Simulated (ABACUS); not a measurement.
## A series of single points on Ag

System: Ag (1 atom in the cell).
Method: Kohn-Sham DFT of a periodic cell, PBE, PseudoDojo NC SR 0.4.1 PBE standard, no spin polarisation (ABACUS 3.10.1).

The 7 runs differ only in the geometry, by an even scaling of the cell at fixed fractional positions. The structure derives from an entry of the Crystallography Open Database.

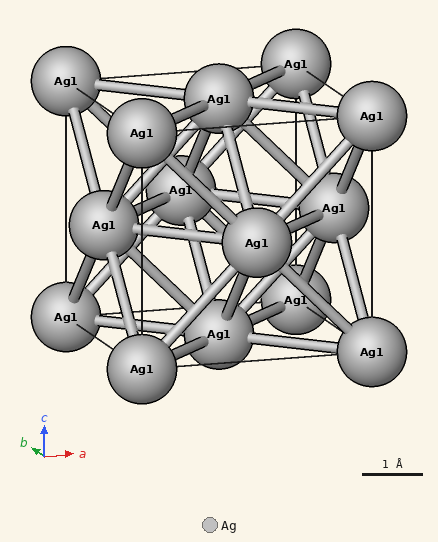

Figure 1. The structure of run 4 (ball-and-stick view of the cell 4 times as large as that of the calculation, set on its symmetry axes, seen slightly off an axis; atoms are numbered from 1 in the order of the input).

## The input of run 4
```
INPUT_PARAMETERS
suffix              Ag
calculation         scf
basis_type          pw
pseudo_dir          ./
symmetry            1
dft_functional      pbe
ecutwfc             82
pseudo_rcut         10
nspin               1
nbands              14
ks_solver           dav
smearing_method     fd
smearing_sigma      0.00367493
scf_thr             1e-08
scf_nmax            100
mixing_type         broyden
mixing_beta         0.7
cal_force           1
cal_stress          1
kpar                4
```

## File STRU of run 4
```
ATOMIC_SPECIES
Ag 107.8682 Ag.upf

LATTICE_CONSTANT
1.8897261246

LATTICE_VECTORS
0.0000000000 2.0427500000 2.0427500000
2.0427500000 0.0000000000 2.0427500000
2.0427500000 2.0427500000 0.0000000000

ATOMIC_POSITIONS
Direct

Ag
0.0
1
0.0000000000 0.0000000000 0.0000000000 1 1 1
```

## File KPT of run 4
```
K_POINTS
0
Gamma
11 11 11 0 0 0
```

Command:
```bash
OMP_NUM_THREADS=1 mpirun -np 4 abacus > log
```

Lattice vectors (Å) and fractional positions of run 4:
```
   0.000000    2.042750    2.042750
   2.042750    0.000000    2.042750
   2.042750    2.042750    0.000000
Ag  0.000000  0.000000  0.000000
```

Run 6 differs from it as follows:
```diff
-0.0000000000 2.0427500000 2.0427500000
-2.0427500000 0.0000000000 2.0427500000
-2.0427500000 2.0427500000 0.0000000000
+0.0000000000 2.0696313722 2.0696313722
+2.0696313722 0.0000000000 2.0696313722
+2.0696313722 2.0696313722 0.0000000000
```

## Results, with one run withheld

```tsv
run	volume per atom (Å³)	free energy per atom, from the lowest run given (meV)	pressure (GPa)
1	16.025	63.03	12.96
2	16.366	38.79	9.70
3	16.707	21.02	6.75
4	17.048	8.94	4.26
5	17.389	1.81	2.09
6	17.730	?	?
7	18.071	0.00	−1.44
```

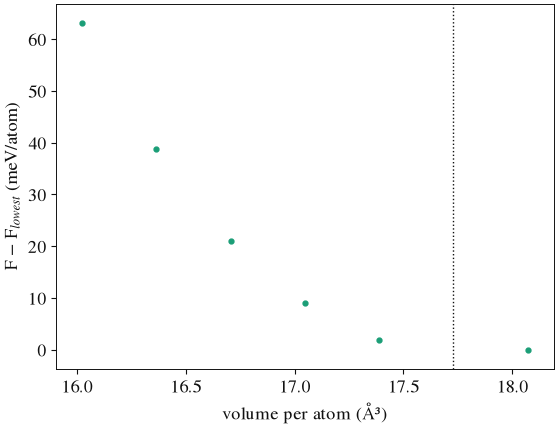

Figure 2. Free energy per atom of the runs given; the dotted line marks run 6.

What should run 6 give?

A cubic polynomial in V^(−2/3) (the Birch–Murnaghan form), fitted to the 6 runs given, misses them by at most 0.01 meV per atom. With x = V^(−2/3) − 0.15177 Å⁻², it reads F = 13.092 + 5642.2 x + 5.81e+05 x² + 3.8034e+06 x³ (meV per atom). At run 6 it gives −0.99 meV per atom, and the run itself gives −0.97. The slope of the fit gives a pressure −dF/dV of 0.38 GPa there, and the run prints 0.20 GPa. The two needn't agree exactly: the fit is approximate, and the printed stress is taken on a finite basis. The fit has its minimum at 17.805 Å³ per atom, where V d²F/dV² gives 89.9 GPa: the bulk modulus at this level, since symmetry fixes the shape and the positions.

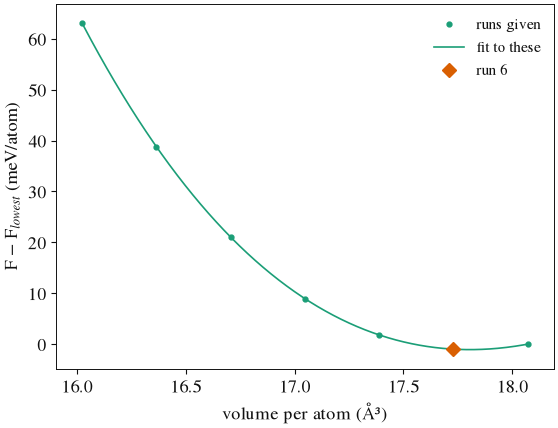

Figure 3. The fit and the withheld run.

## Some lines of the output (run 6)
```
[...]
                          Volume (Bohr^3) = 119.648
                             Volume (A^3) = 17.73
 E_Fermi        1.2620782257         17.1714551914
 E_Fermi        1.2261227454         16.6822557844
 E_Fermi        1.2386869858         16.8532010459
 E_Fermi        1.2369816230         16.8299983939
 E_Fermi        1.2367379676         16.8266832929
 E_Fermi        1.2367702463         16.8271224660
 E_KS(sigma->0) -310.0380342885      -4218.2838630427
 E_Fermi        1.2367734672         16.8271662892
 final etot is -4218.2856225 eV
 EFERMI = 16.827166289 eV
 TOTAL-PRESSURE: 2.036525 KBAR
 !FINAL_ETOT_IS -4218.2856225184923460 eV
```
